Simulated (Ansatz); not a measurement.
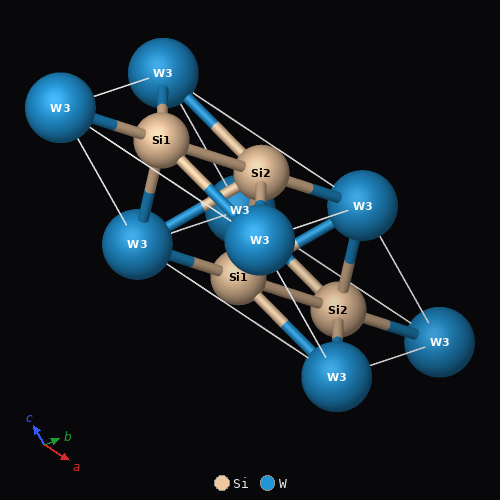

The system is Si2W (I4/mmm, No. 139; 3 atoms in the cell); the picture shows the reference structure. 
- The energy is mapped over a free internal coordinate and the cell.
- The first coordinate is: shift of Si1 along [0 0 1] of the conventional cell, Cartesian (0 0 1), its symmetry partners moved as symmetry demands (measured in the relaxed cell); the second: c/a of the conventional cell at fixed volume.
- Nothing is relaxed (all other coordinates fixed).
- The scan uses a 7 × 7 grid.
- Points are written as (first, second).
- Energies are in meV/atom, from the lowest grid point.
- Computed with DFT LDA, scalar-relativistic, plane waves, PAW in Ansatz. Settings: cutoff 420 eV, k-mesh 18×18×18, gaussian smearing 0.15 eV, no spin polarisation.

Its coordinates:

```xyz
3
Lattice="-1.5929 1.5929 3.8862 1.5929 -1.5929 3.8862 1.5929 1.5929 -3.8862" Properties=species:S:1:pos:R:3 pbc="T T T"
Si    0.0000    0.0000    2.6012
Si    0.0000    0.0000    5.1713
W     0.0000    0.0000    0.0000
```

The input of one point:

```yaml
crystal:
  lattice:
    - [-1.5928550571, 1.5928550571, 3.8862445622]
    - [1.5928550571, -1.5928550571, 3.8862445622]
    - [1.5928550571, 1.5928550571, -3.8862445622]
  atoms:
    - { symbol: Si, position: [0.3346644983, 0.3346644983, 0.0] }
    - { symbol: Si, position: [0.6653355017, 0.6653355017, 0.0] }
    - { symbol: W, position: [0.0, 0.0, 0.0] }
basis:
  ecutwfc: 420
kpoints:
  mp_grid: { grid: [18, 18, 18] }
hamiltonian:
  xc: lda
  pseudopotentials: { kind: paw, azcp: { folder: soft_1 } }
scf:
  occupations: { method: gaussian, width: 0.15 }
output:
  forces: true
  stress: true
  eigenvalues: true
```

Range: shift of Si1 along [0 0 1] of the conventional cell, Cartesian (0 0 1), its symmetry partners moved as symmetry demands (measured in the relaxed cell) from −0.250 to 0.250 Å; c/a of the conventional cell at fixed volume from 2.123 to 2.757.

What landscape does the calculation give?

The lowest grid point is at (0.000 Å, 2.440). It is the only kind of minimum in the scanned range. The highest grid point, (0.250 Å, 2.123), lies 1047 meV/atom above the lowest. Round the minimum the two coordinates are nearly uncoupled.

```csv
"second ↓, first →",−0.250,−0.167,−0.083,0.000,0.083,0.167,0.250
2.757,492,310,196,151,182,305,555
2.651,418,232,117,74,112,250,528
2.546,381,185,64,20,65,221,533
2.440,392,178,46,0,52,228,579
2.334,467,226,77,25,83,282,676
2.228,623,345,171,109,172,394,831
2.123,881,554,347,268,331,574,1047
```

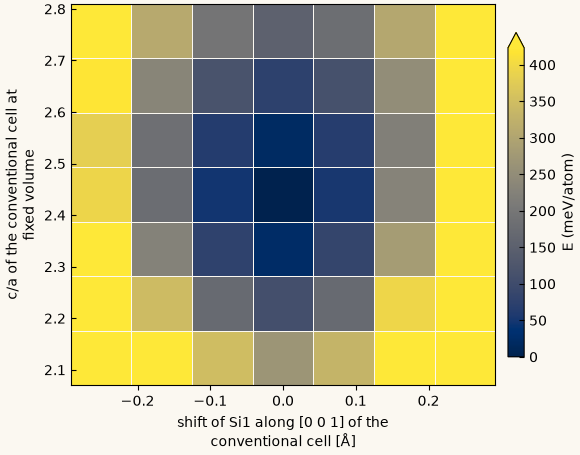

Drawn: one coloured cell a grid point, one colour for all values above the top of the scale.

Each point was launched as `ansatz run input.yaml --threads 2 --pin off --max-ram 4096MiB --backend cpu --events-out ev --progress --plain --runs-dir out`. The whole map (49 points run) took 13 min on 2 threads of Arm Neoverse N1, with other jobs on the host.
